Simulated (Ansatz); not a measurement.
# Calculations on AlNi

Part 1: Relaxation

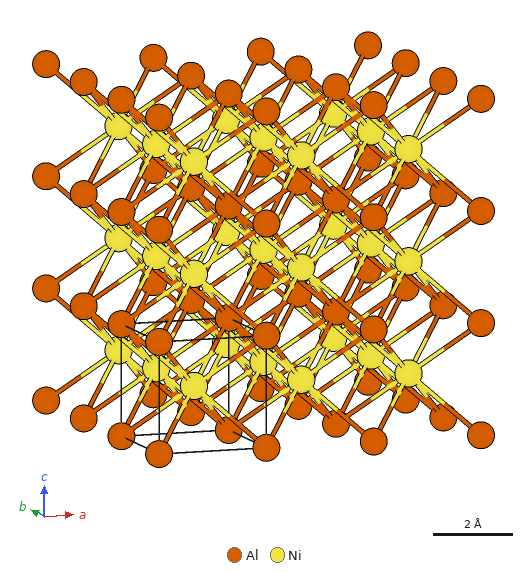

Solid AlNi (set up in Pm-3m), before the relaxation. The picture is a ball-and-stick view of the cell of the calculation, repeated 3 × 3 × 3 with one cell outlined, seen slightly off an axis.

Computed with DFT PBE, scalar-relativistic, plane waves, PAW (Ansatz).

Input file:
```yaml
crystal:
  lattice:
    - [2.881, 0.0, 0.0]
    - [0.0, 2.881, 0.0]
    - [0.0, 0.0, 2.881]
  atoms:
    - { symbol: Al, position: [0.0, 0.0, 0.0] }
    - { symbol: Ni, position: [0.5, 0.5, 0.5] }
basis:
  ecutwfc: 420
kpoints:
  mp_grid: { grid: [14, 14, 14] }
hamiltonian:
  xc: pbe
scf:
  occupations: { method: gaussian, width: 0.1 }
output:
  forces: true
  stress: true
  eigenvalues: true
relax:
  adjacent_minimum: "off"
  f_tol: 0.005
  max_steps: 80
  cell: { stress_tol: 0.05 }
```

Run as
```bash
ansatz run input.yaml --threads 2 --pin off --max-ram 5120MiB --backend cpu --events-out ev --progress --plain --runs-dir out
```

### What does the optimiser find from here?

After 2 accepted moves (3 points after the start) the energy has fallen by 1.9 meV per cell of the calculation. All forces vanish by symmetry, so only the cell relaxes. The pressure goes from 2.08 to 0.02 GPa. The SCF was repeated once at an unchanged geometry on a basis and grid sized afresh for the cell, which shifted the energy by 0.1 meV per cell of the calculation at most. The atoms keep their places relative to the cell (all moves are under 0.005 Å). The volume changes by +1.3 %, with a = b = c 2.881 → 2.893 Å (+0.4 %). Some distances before and after: Al1–Ni2 2.495 → 2.505 Å. The space group stays Pm-3m (No. 221). Cost: 3 s on 2 threads of Intel(R) Xeon(R) 6975P-C (Granite Rapids), with other jobs on the host, peak memory 0.41 GiB.

Limits of the set-up: an element that often carries a moment was run without spin polarisation.

Part 2: Relaxation

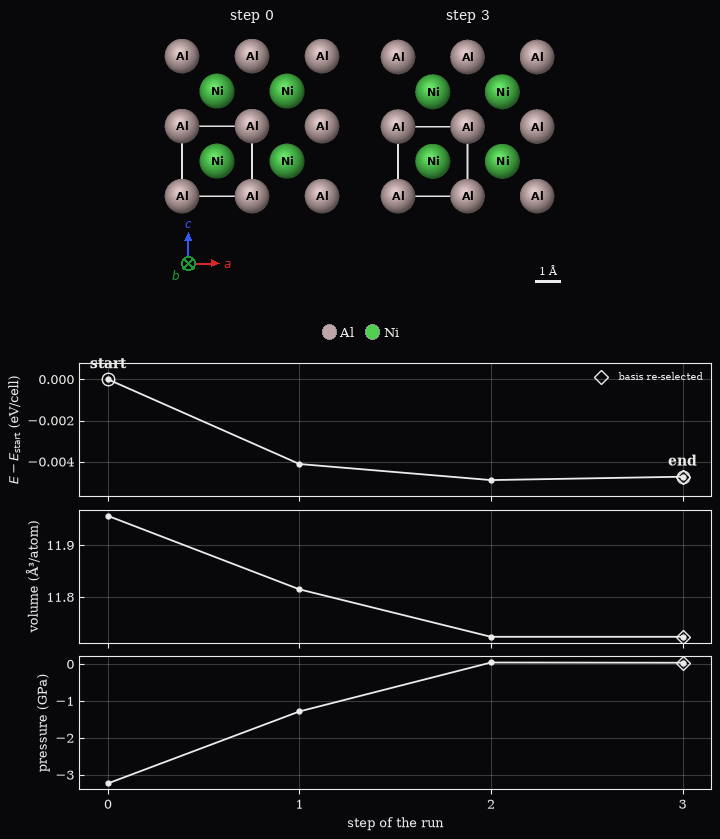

First and last geometry of a relaxation of crystalline AlNi (set up in Pm-3m), with the history of the run. The picture is a spheres-only view of the cell of the calculation, repeated 2 × 1 × 2 with one cell outlined, seen along the b axis.

Method: DFT PBEsol, scalar-relativistic, plane waves, PAW (Ansatz). (plane-wave cutoff 420 eV; k-point mesh 14 × 14 × 14; occupations gaussian; smearing width 0.1 eV; no spin polarisation; cell and atoms relaxed; force threshold 0.005 eV/Å; at most 80 steps)

> Read the history and describe the run.

It converged. No atom moves by more than 0.005 Å relative to the cell. The volume changes by −1.9 %, with a = b = c 2.881 → 2.862 Å (−0.7 %). Among the contacts that change: Al–Ni 2.495 → 2.479 Å. The space group stays Pm-3m (No. 221). The energy falls by 4.7 meV per cell of the calculation in 2 accepted moves (3 points after the start). All forces vanish by symmetry, so only the cell relaxes. Pressure: −3.23 GPa at the start and 0.04 GPa at the end. At 1 point the geometry stayed and the basis and grid were re-selected for the new cell (energy shift of 0.2 meV per cell of the calculation at most each time). The run took 6.7 s on 2 threads of AMD EPYC 7R43 64-Core Processor (Zen 3), on a shared host, peak memory 0.4 GiB.

Limits of the set-up: an element that often carries a moment was run without spin polarisation.

Part 3: Scan

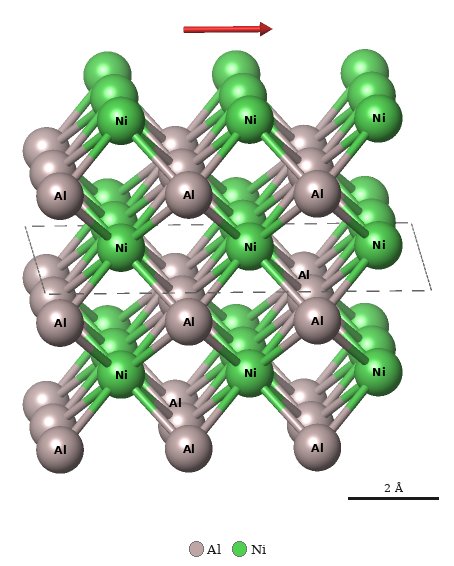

A crystal of AlNi (Pm-3m): the crystal above a cut along the (1 0 0) plane of the conventional cell (between a plane of Al below and one of Ni above, 1.45 Å apart) is slid rigidly by fractions of an in-plane lattice vector 2.89 Å long (a generalised stacking fault). One cut stands in each cell, which starts 8.7 Å high; nothing is relaxed, and the dashed outline marks the cut, the arrow on top the direction of slip. The picture shows the perfect crystal around the cut (dashed). The picture is a ball-and-stick view of the layers on both sides of the cut, seen from the side, nearly along the cut plane.

Theory: DFT PBE, scalar-relativistic, plane waves, PAW (Ansatz 0.2.0). (plane-wave cutoff 420 eV; k-point mesh 20 × 20 × 7; occupations gaussian; smearing width 0.15 eV; no spin polarisation). Energies (free energies at the smearing named) are counted from the relaxed crystal.

```
CELL_PARAMETERS angstrom
0.00000 -2.89308 0.00000
0.00000 0.00000 -2.89308
8.67925 0.00000 0.00000
ATOMIC_POSITIONS crystal
Al 0.00000 0.00000 0.00000
Al 0.00000 0.00000 0.33333
Al 0.00000 0.00000 0.66667
Ni 0.50000 0.50000 0.16667
Ni 0.50000 0.50000 0.50000
Ni 0.50000 0.50000 0.83333
```

### Predict the energy profile (the slip: 0.00, 0.10, 0.20, 0.30, 0.40, 0.50, 0.60, 0.70, 0.80, 0.90, 1.00).

| slip (fraction of the lattice vector) | γ (mJ/m²) |
| --- | --- |
| 0.00 | 0 |
| 0.10 | 264 |
| 0.20 | 1004 |
| 0.30 | 2027 |
| 0.40 | 2957 |
| 0.50 | 3338 |
| 0.60 | 2957 |
| 0.70 | 2027 |
| 0.80 | 1004 |
| 0.90 | 264 |
| 1.00 | 0 |

Points that are alike by symmetry were computed once.

The curve starts and ends at zero, since a full lattice vector restores the crystal. Its highest computed point is 3338 mJ/m² at slip 0.50, which the unstable stacking-fault energy of this rigid path equals or slightly exceeds. No local minimum shows among the points, so there is no metastable fault on this line. The path is symmetric about half-way. Relaxation across the fault would lower the values.

As a plot (hollow markers are points alike by symmetry):

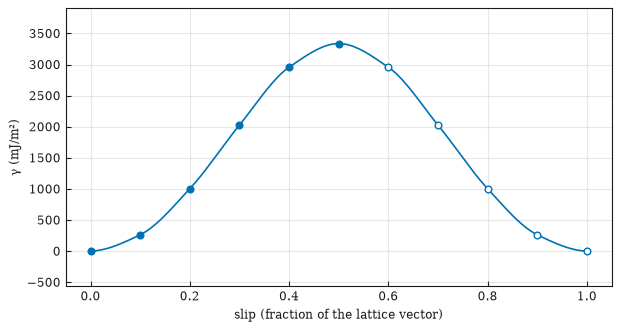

Limits of the set-up: an element that often carries a moment was run without spin polarisation.

Part 4: Scan

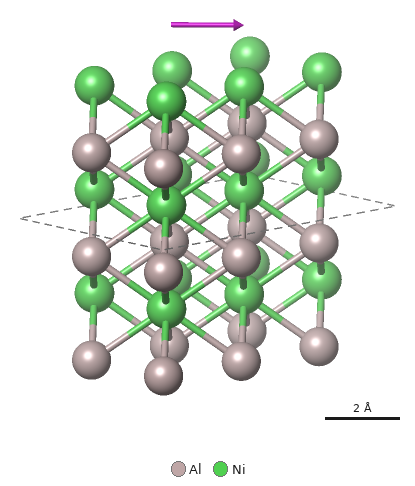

Solid AlNi (Pm-3m): the crystal above a cut along the (1 0 0) plane of the conventional cell (between a plane of Al below and one of Ni above, 1.45 Å apart) is slid rigidly by fractions of an in-plane lattice vector 4.09 Å long (a generalised stacking fault). One cut stands in each cell, which starts 8.7 Å high; nothing is relaxed, and the dashed outline marks the cut, the arrow on top the direction of slip. The picture shows the perfect crystal around the cut (dashed). A ball-and-stick model of the layers on both sides of the cut, seen from the side, nearly along the cut plane.

Theory: Ansatz, DFT PBE, scalar-relativistic, plane waves, PAW. Set-up: plane-wave cutoff 420 eV; k-point mesh 20 × 20 × 7; occupations gaussian; smearing width 0.15 eV; no spin polarisation. Energies (free energies at the smearing named) are counted from the relaxed crystal.

Input file:
```yaml
crystal:
  lattice:
    - [0.0, -2.8930835334, 0.0]
    - [0.0, 0.0, -2.8930835334]
    - [8.6792506003, 0.0, 0.0]
  atoms:
    - { symbol: Al, position: [0.0, 1.0, 0.0] }
    - { symbol: Al, position: [0.0, 1.0, 0.3333333333] }
    - { symbol: Al, position: [0.0, 1.0, 0.6666666667] }
    - { symbol: Ni, position: [0.5, 0.5, 0.1666666667] }
    - { symbol: Ni, position: [0.5, 0.5, 0.5] }
    - { symbol: Ni, position: [0.5, 0.5, 0.8333333333] }
basis:
  ecutwfc: 420
kpoints:
  mp_grid: { grid: [20, 20, 7] }
hamiltonian:
  xc: pbe
scf:
  occupations: { method: gaussian, width: 0.15 }
output:
  forces: true
  stress: true
  eigenvalues: true
```

Launched with:
```bash
ansatz run input.yaml --threads 2 --pin off --max-ram 5120MiB --backend cpu --events-out ev --progress --plain --runs-dir out
```

Question: What energies does the calculation give (the slip: 0.000, 0.083, 0.167, 0.250, 0.333, 0.417, 0.500, 0.583, 0.667, 0.750, 0.833, 0.917, 1.000)?

Answer:
| slip (fraction of the lattice vector) | γ (mJ/m²) |
| --- | --- |
| 0.000 | 0 |
| 0.083 | 399 |
| 0.167 | 1909 |
| 0.250 | 5244 |
| 0.333 | 10614 |
| 0.417 | 16390 |
| 0.500 | 19057 |
| 0.583 | 16390 |
| 0.667 | 10614 |
| 0.750 | 5244 |
| 0.833 | 1909 |
| 0.917 | 399 |
| 1.000 | 0 |

Points that are alike by symmetry were computed once.

The curve starts and ends at zero, since a full lattice vector restores the crystal. Its highest computed point is 19057 mJ/m² at slip 0.50, which the unstable stacking-fault energy of this rigid path equals or slightly exceeds. No local minimum shows among the points, so there is no metastable fault on this line. The path is symmetric about half-way. Relaxation across the fault would lower the values.

Limits of the set-up: an element that often carries a moment was run without spin polarisation.
